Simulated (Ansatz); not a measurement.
Zr₁₂H: several calculations on one system

### Relaxation

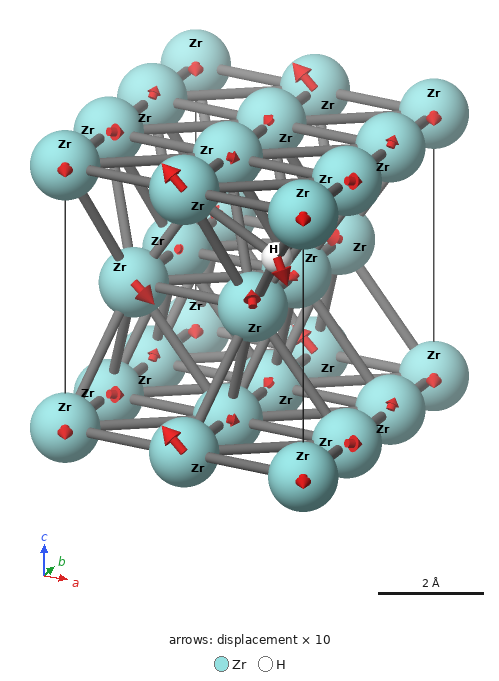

This is a relaxation of a defect cell of composition Zr12H. The starting structure is drawn; red arrows show the displacements, 10 times their true length.

A ball-and-stick model of the cell of the calculation, seen slightly off an axis.

It is an interstitial H in hcp Zr. The run prepares an end point of a later path (interstitial hop) calculation, from a guessed geometry.

Theory: DFT PBE, scalar-relativistic, plane waves, PAW (Ansatz 0.2.0). Settings: plane-wave cutoff 420 eV; k-point mesh 3 × 2 × 3; occupations gaussian; smearing width 0.1 eV; no spin polarisation; atoms relaxed in a fixed cell; force threshold 0.03 eV/Å; at most 60 steps.

> Describe the change and its energy.

A Zr atom moves most: 0.068 Å roughly along [−3 −1 3]. By element the largest moves are Zr 0.068 Å, H 0.059 Å. The lattice vectors keep their values. Among the contacts that change: H–Zr 2.215 → 2.329 Å, Zr–Zr 3.230 → 3.301 Å, Zr–Zr 3.230 → 3.168 Å, H–Zr 2.241 → 2.291 Å. Bond angles that change, for instance: Zr–H–Zr 177.1° → 179.9°, Zr–H–Zr 89.7° → 92.2°, Zr–H–Zr 89.0° → 91.4°. After 4 accepted moves (6 points after the start) the energy has fallen by 45.1 meV per cell of the calculation. The largest force component goes from 0.3 to 0.019 eV/Å. The line search rejected the trial steps at points 1, 3 of the run.

Limits of the set-up: the k-point mesh is coarse for a cell with partly filled bands; the periodic images lie only 5.1 Å apart, so the values are limited by the cell's size.

### Relaxation

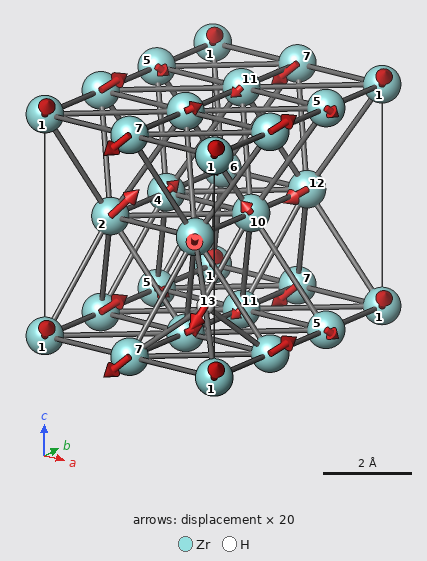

A relaxation of a defect cell of composition Zr₁₂H. The starting structure is drawn; red arrows show the displacements, magnified 20 times.

Style: ball-and-stick. Shown: the cell of the calculation, slightly off an axis.

It is an interstitial H in hcp Zr. The run prepares an end point of a later path (interstitial hop) calculation, from a guessed geometry.

Level of theory: Ansatz 0.2.0, DFT PBE, scalar-relativistic, plane waves, PAW.

The input:
```yaml
crystal:
  lattice:
    - [6.46, 0.0, 0.0]
    - [-4.845, 8.391786, 0.0]
    - [0.0, 0.0, 5.14539]
  atoms:
    - { symbol: Zr, position: [0.0, 0.0, 0.0] }
    - { symbol: Zr, position: [0.16666667, 0.22222223, 0.5] }
    - { symbol: Zr, position: [0.0, 0.33333334, 0.0] }
    - { symbol: Zr, position: [0.16666667, 0.55555557, 0.5] }
    - { symbol: Zr, position: [1.0e-08, 0.66666668, 0.0] }
    - { symbol: Zr, position: [0.16666668, 0.88888891, 0.5] }
    - { symbol: Zr, position: [0.5, 0.0, 0.0] }
    - { symbol: Zr, position: [0.66666667, 0.22222223, 0.5] }
    - { symbol: Zr, position: [0.5, 0.33333334, 0.0] }
    - { symbol: Zr, position: [0.66666667, 0.55555557, 0.5] }
    - { symbol: Zr, position: [0.50000001, 0.66666668, 0.0] }
    - { symbol: Zr, position: [0.66666668, 0.88888891, 0.5] }
    - { symbol: H, position: [0.83487001, 0.11422493, 0.25514975] }
basis:
  ecutwfc: 420.0
kpoints:
  mp_grid: { grid: [3, 2, 3] }
hamiltonian:
  xc: pbe
scf:
  occupations: { method: gaussian, width: 0.1 }
  lower_state_search: "off"
relax:
  f_tol: 0.03
  max_steps: 60
  adjacent_minimum: "off"
```

Launched with:
```bash
ansatz run input.yaml --threads 4 --pin off --max-ram 10240MiB --backend cpu --events-out ev --progress --plain --runs-dir out
```

Q: Which element moves most?

A: Zirconium: up to 0.049 Å, against 0.035 Å for hydrogen.

Q: What happened in the run?

A: The atom that moves furthest is Zr2 (0.049 Å along [3 1 3]). By element the largest moves are Zr 0.049 Å, H 0.035 Å. The cell doesn't change. Among the contacts that change: Zr2–H13 2.244 → 2.314 Å, Zr1–Zr3 3.230 → 3.299 Å, Zr1–Zr7 3.230 → 3.291 Å, Zr1–Zr7 (another image) 3.230 → 3.170 Å. Bond angles that change, for instance: Zr3–H13–Zr8 90.0° → 87.8°. The energy falls by 42.0 meV per cell of the calculation in 3 accepted moves (5 points after the start). Largest force component: 0.29 eV/Å at the start, 0.014 eV/Å at the end. The line search rejected the trial steps at points 1, 3 of the run. Cost: 26 s on 4 threads of AMD EPYC 7R13 Processor (Zen 3), with other jobs on the host, peak memory 0.95 GiB.

Limits of the set-up: the k-point mesh is coarse for a cell with partly filled bands; the periodic images lie only 5.1 Å apart, so the values are limited by the cell's size.

### Path

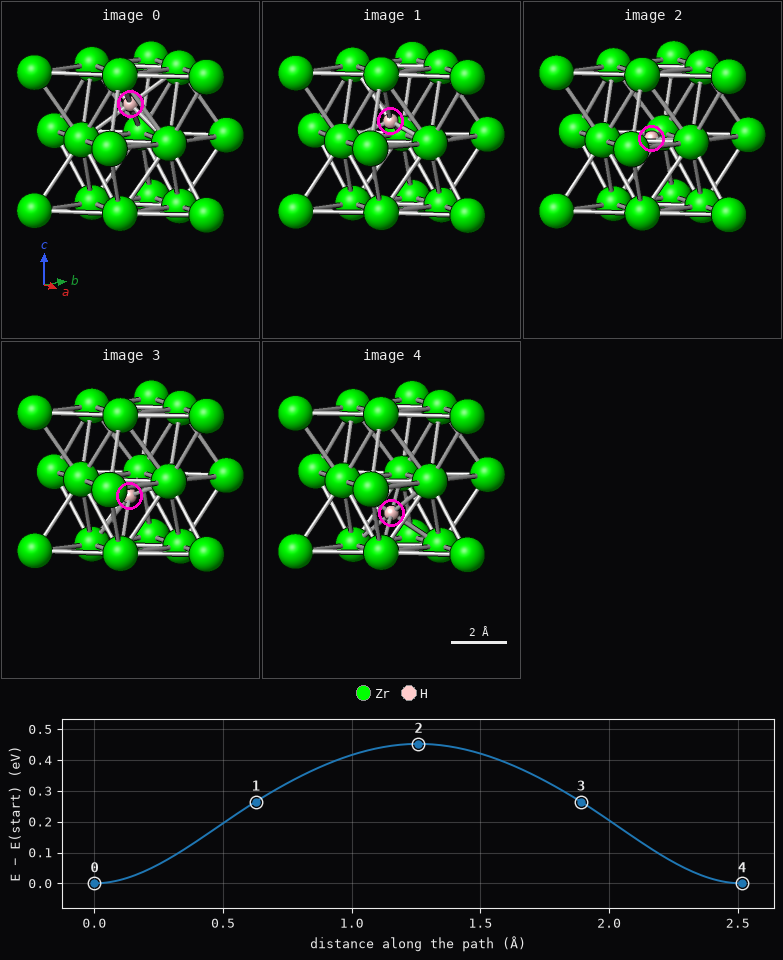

A search for the minimum-energy path of Zr with an interstitial H (13 atoms in the cell) by the nudged elastic band. Images are numbered from 0 (start) to 4 (end). The picture is a ball-and-stick view of the atoms within 4.9 Å of the middle of the path, seen slightly off an axis. The moving atom is ringed, with any periodic copies. Bonds to atoms that aren't drawn are left out.

Level of theory: DFT PBE, scalar-relativistic, plane waves, PAW (Ansatz 0.2.0).

Input
```yaml
crystal:
  lattice:
    - [6.46, 0.0, 0.0]
    - [-4.845, 8.391786, 0.0]
    - [0.0, 0.0, 5.14539]
  atoms:
    - { symbol: Zr, position: [0.00125881, -0.00222963, -0.00357225] }
    - { symbol: Zr, position: [0.17441931, 0.22405773, 0.49209583] }
    - { symbol: Zr, position: [0.00417733, 0.33785323, -0.00135529] }
    - { symbol: Zr, position: [0.16792451, 0.55721112, 0.49887688] }
    - { symbol: Zr, position: [0.00104958, 0.6682898, 0.00432001] }
    - { symbol: Zr, position: [0.16230846, 0.88622287, 0.50311367] }
    - { symbol: Zr, position: [0.4916343, -0.00207987, 0.00944346] }
    - { symbol: Zr, position: [0.66483303, 0.22432161, 0.50553342] }
    - { symbol: Zr, position: [0.50392967, 0.33575376, -0.00156247] }
    - { symbol: Zr, position: [0.66454335, 0.55363089, 0.4975063] }
    - { symbol: Zr, position: [0.49782249, 0.66494871, 0.00307523] }
    - { symbol: Zr, position: [0.66238684, 0.88419447, 0.50332099] }
    - { symbol: H, position: [0.83321482, 0.11111252, 0.75068812] }
basis:
  ecutwfc: 420.0
kpoints:
  mp_grid: { grid: [3, 2, 3] }
hamiltonian:
  xc: pbe
scf:
  occupations: { method: gaussian, width: 0.1 }
  lower_state_search: "off"
neb:
  images: 3
  f_tol: 0.05
  initial_path: idpp
  max_iterations: 80
  optimiser: lbfgs
  final_atoms:
    - { symbol: Zr, position: [0.00315819, -0.00215336, 0.00424854] }
    - { symbol: Zr, position: [0.1729789, 0.22457966, 0.50652001] }
    - { symbol: Zr, position: [0.00311365, 0.33824528, 0.00279603] }
    - { symbol: Zr, position: [0.16856697, 0.55766199, 0.50255839] }
    - { symbol: Zr, position: [0.00185405, 0.66870545, -0.00235565] }
    - { symbol: Zr, position: [0.16432778, 0.8868559, 0.49975135] }
    - { symbol: Zr, position: [0.49398354, -0.00184702, -0.00528688] }
    - { symbol: Zr, position: [0.66376997, 0.22483205, 0.49662937] }
    - { symbol: Zr, position: [0.50270081, 0.33586297, 0.0013802] }
    - { symbol: Zr, position: [0.66506351, 0.55402448, 0.50310776] }
    - { symbol: Zr, position: [0.49830841, 0.66504568, -0.0022035] }
    - { symbol: Zr, position: [0.66386044, 0.88443926, 0.4977573] }
    - { symbol: H, position: [0.83318386, 0.11130604, 0.25024684] }
  order_check: true
```

Command:
```bash
ansatz run input.yaml --threads 4 --pin off --max-ram 10240MiB --backend cpu --events-out ev --progress --plain --runs-dir out
```

**Describe the mechanism and the energy profile.**

The two ends have the same energy, and the highest point, image 2, lies 0.45 eV above the start. The H atom travels furthest, 2.57 Å from end to end, along −c, on a straight line. At the highest image its nearest neighbour (Zr) is 1.91 Å away, against 2.27 Å at the start, and the surrounding atoms stand up to 0.06 Å off the mean of their end positions. The band converged in 7 iterations, with a climbing image at the top.

Limits of the set-up: the k-point mesh is coarse for a cell with partly filled bands; the periodic images lie only 5.1 Å apart, so the values are limited by the cell's size.
